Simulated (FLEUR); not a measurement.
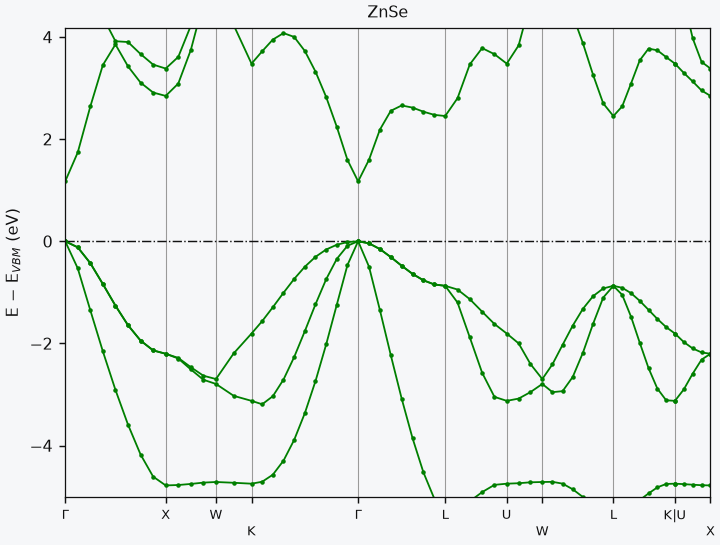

Band structure. Energies are counted from the top of the valence band. The path has few k points, so lines between them are rough.

Which Bravais lattice do the labels of the path belong to?

Answer. A face-centred cubic lattice: the path Γ–X–W–K–Γ–L–U–W–L–K|U–X runs through the special points of its Brillouin zone.

System: zincblende ZnSe, space group F-43m (No. 216), 2 atoms in the primitive cell.

```cif
data_structure
_symmetry_space_group_name_H-M 'P 1'
_symmetry_Int_Tables_number 1
_cell_length_a 4.0076
_cell_length_b 4.0076
_cell_length_c 4.0076
_cell_angle_alpha 60.000
_cell_angle_beta 60.000
_cell_angle_gamma 60.000
_cell_volume 45.51
loop_
_atom_site_label
_atom_site_type_symbol
_atom_site_fract_x
_atom_site_fract_y
_atom_site_fract_z
_atom_site_occupancy
Se1 Se 0.75000 0.75000 0.75000 1
Zn1 Zn 0.00000 0.00000 0.00000 1
```

Computed with FLEUR: PBEsol, all-electron, no spin polarisation, no spin-orbit coupling, 8×8×8 k mesh.

Read off the fundamental gap and say whether it is direct.

Answer. The material is gapped. The gap along this path is 1.17 eV and direct: both edges lie at Γ.

What are the direct gaps at U, X and K?

Answer. The direct gaps are 5.29 eV at U, 5.05 eV at X and 5.29 eV at K.

How many bands meet at the valence-band top?

Answer. Three bands meet at the valence-band top at Γ: it is triply degenerate (spin aside).

Spin-orbit coupling is left out, which matters for Se. LDA, GGA and most meta-GGA functionals understate gaps.
